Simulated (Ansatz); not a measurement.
Input file:

```
crystal:
  lattice:
    - [3.9084466716, 0.0, 0.0]
    - [0.0, 3.9084466716, 0.0]
    - [0.0, 0.0, 4.169009783]
  atoms:
    - { symbol: Sc, position: [0.0, 0.0, 0.0] }
    - { symbol: Al, position: [0.5, 0.0, 0.5] }
    - { symbol: Al, position: [0.0, 0.5, 0.5] }
    - { symbol: Al, position: [0.5, 0.5, 0.0] }
basis:
  ecutwfc: 420
kpoints:
  mp_grid: { grid: [14, 14, 14] }
hamiltonian:
  xc: pbesol
scf:
  occupations: { method: gaussian, width: 0.1 }
output:
  forces: true
  stress: true
  eigenvalues: true
  write_density: true
  write_potential: true
  elf: true
  volumetric_format: npy
relax:
  adjacent_minimum: "off"
  f_tol: 0.008
  max_steps: 40
  cell: { stress_tol: 0.015, fix: [a, b, gamma] }
```

Run with:

```sh
ansatz run input.yaml --threads 1 --pin off --max-ram 2560MiB --backend cpu --events-out ev --progress --plain --runs-dir out
```

Below, planes, directions and counts refer to the conventional cell (a = 3.91 Å, b = 3.91 Å, c = 4.14 Å, α = 90.00°, β = 90.00°, γ = 90.00°).

The fields are those of the relaxed geometry.

Space group P4/mmm; a structure from a database of computed crystals, not necessarily the ambient phase; changed on purpose from its base cell (biaxial strain in the a-b plane, c and atoms relaxed: -4.0 %); computed pressure about 7 GPa in this cell.

The calculation used Ansatz 0.2.0, DFT PBEsol, scalar-relativistic, plane waves, PAW.

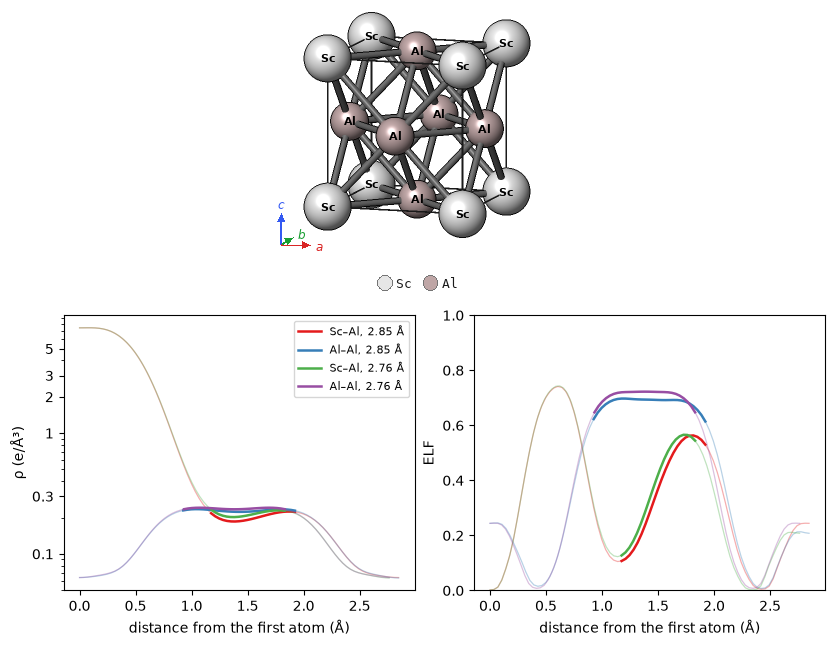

ScAl3. Valence charge density (pseudo) and ELF along straight lines between neighbouring atoms. Thin, pale parts lie inside the atomic spheres. The structure is drawn too.

The density is the valence pseudo-density of a PAW calculation; it isn't the true density close to the nuclei.

Question: What can be read from the curves?

Answer: Sc–Al (2.85 Å): the density is about 0.19 e/Å³ at the midpoint; the ELF peaks at about 0.55 in the valence shell of Al, 1.0 Å from its nucleus, and is about 0.30 at the midpoint (no localised pair shows between them).
Al–Al (2.85 Å): ρ at the midpoint is about 0.22 e/Å³; the ELF peaks at about 0.70 between the atoms.
Sc–Al (2.76 Å): the density is about 0.2 e/Å³ at the midpoint; the ELF peaks at about 0.55 in the valence shell of Al, 1.0 Å from its nucleus, and is about 0.30 at the midpoint: no shared electron pair shows on this line.
Al–Al (2.76 Å): ρ is about 0.23 e/Å³ halfway; the ELF peaks at about 0.70 between the atoms.
